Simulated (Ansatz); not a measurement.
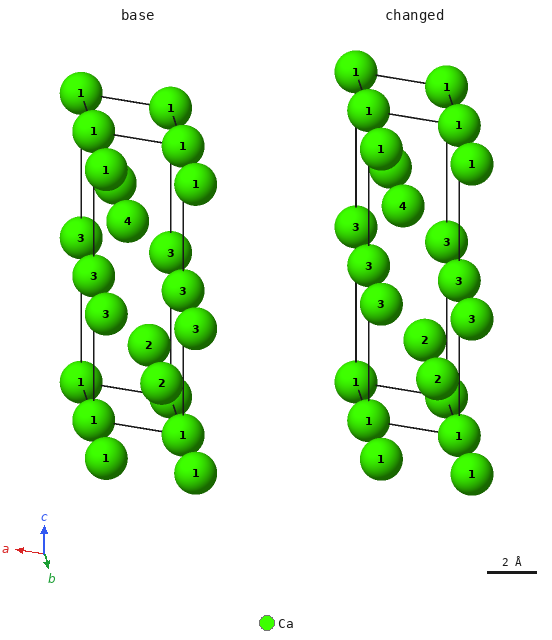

Left: a symmetric starting cell of Ca. Right: the same structure after one change, at the same scale. The picture is a spheres-only view of the cell of the calculation, repeated 1 × 2 × 1 with one cell outlined, seen from a free direction.

All numbers below come from Ansatz 0.2.0, DFT LDA, scalar-relativistic, plane waves, PAW. (plane-wave cutoff 420 eV; k-point mesh 12 × 12 × 4; occupations gaussian; smearing width 0.1 eV; no spin polarisation)

What distinguishes the right structure from the left one?

Answer. The cell is strained by +7.4 % along c and +1.4 % across it (volume +10.3 %), the atoms keeping their fractional coordinates. No relaxation follows. The starting cell wasn't computed here and needn't be at equilibrium, so pressure and forces aren't due to the change alone.

And its effect?

Answer. Near-neighbour distances before and after: Ca–Ca 3.952 → 4.012 to 4.159 Å. The space group stays P6_3/mmc (No. 194). The pressure is −3.0 GPa (not all of it need come from the change, since the unchanged cell can be under pressure at this level too). The principal stresses (compression positive) are −3.7 GPa along c and −2.7 GPa across it. All forces vanish by symmetry.
